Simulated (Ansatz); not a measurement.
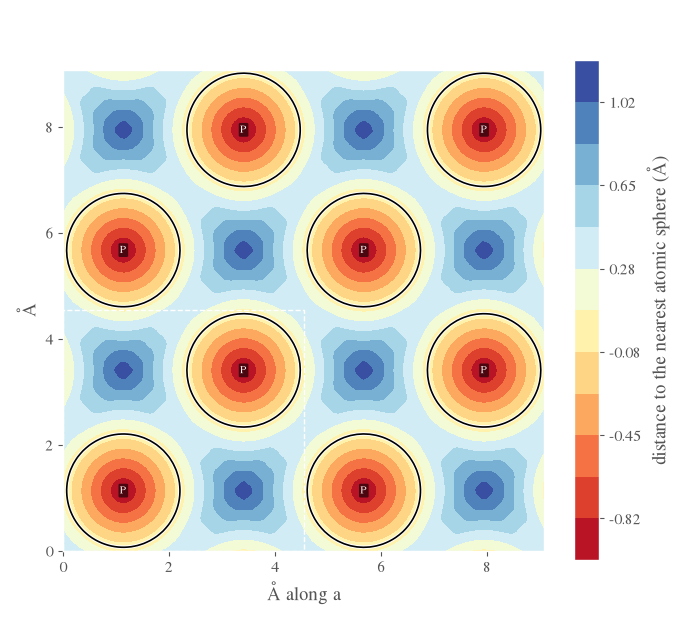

Map of the distance to the nearest atomic sphere in BP (F-43m, No. 216), computed on the section y = 0.750 (parallel to a and c; the dashed line is one cell). The black line marks the spheres' surfaces; positive values are empty space; unlabelled circles belong to atoms above or below the section.

Atoms are hard spheres with covalent radii (Cordero): B 0.84 Å, P 1.07 Å.

Source of the atomic positions: a calculation's input that goes back to an entry of the Crystallography Open Database (an earlier step may have relaxed or displaced it).

```cif
data_structure
_symmetry_space_group_name_H-M 'F-43m'
_symmetry_Int_Tables_number 216
_cell_length_a 4.5380
_cell_length_b 4.5380
_cell_length_c 4.5380
_cell_angle_alpha 90.000
_cell_angle_beta 90.000
_cell_angle_gamma 90.000
_cell_volume 93.45
loop_
_atom_site_label
_atom_site_type_symbol
_atom_site_symmetry_multiplicity
_atom_site_Wyckoff_symbol
_atom_site_fract_x
_atom_site_fract_y
_atom_site_fract_z
_atom_site_occupancy
B1 B 4 a 0.00000 0.00000 0.00000 1
P1 P 4 d 0.25000 0.25000 0.75000 1
```

> Where is the largest hole in this section, and how large is it?

At 0.250, 0.750, 0.750 (fractional), where the distance reaches 1.13 Å; it is enclosed by 6 P + 4 B. It is the largest hole of the crystal.

> How much of the crystal lies outside the spheres?

About 67 % of the cell's volume, and 66 % of this section's area.

> What can pass through?

The largest sphere that fits anywhere has a diameter of 2.25 Å; the largest that can travel through the crystal, about 1.6 Å.
